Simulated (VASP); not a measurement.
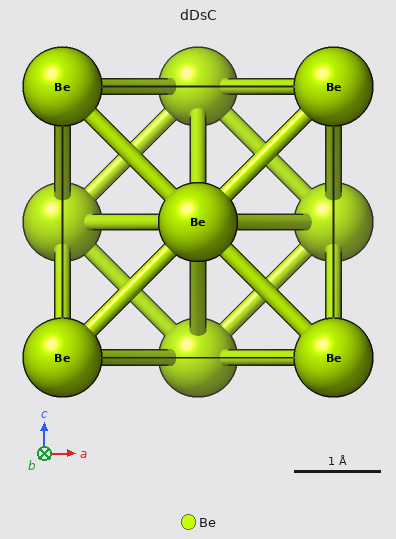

Solid Be (a generated structure, set up in Fm-3m), relaxed (cell and atoms) with several dispersion corrections. The picture shows the result with dDsC. A ball-and-stick model of the conventional cell (4 times the calculation's cell), seen along the b axis. Lengths and directions refer to the drawn axes.

Computed with VASP 6.6.1: revPBE, VASP PAW PBE potentials, recommended. Set-up: plane-wave cutoff 600 eV; k-point mesh 14 × 14 × 14; occupations fermi-dirac; smearing width 0.05 eV; no spin polarisation.

```csv
dispersion correction,volume (Å³/atom),a (Å)
dDsC,7.951,3.168
D3,7.304,3.080
D4,7.759,3.143
none,?,?
D3(BJ),7.066,3.046
D2,7.614,3.123
```

One row is withheld. What does the calculation give there?

Answer. With none the volume is the largest of the series, above dDsC (7.951). The calculation gives 8.052 Å³/atom (a = 3.182 Å). In order of volume: D3(BJ) < D3 < D2 < D4 < dDsC < none; the spread is 14.0 %.
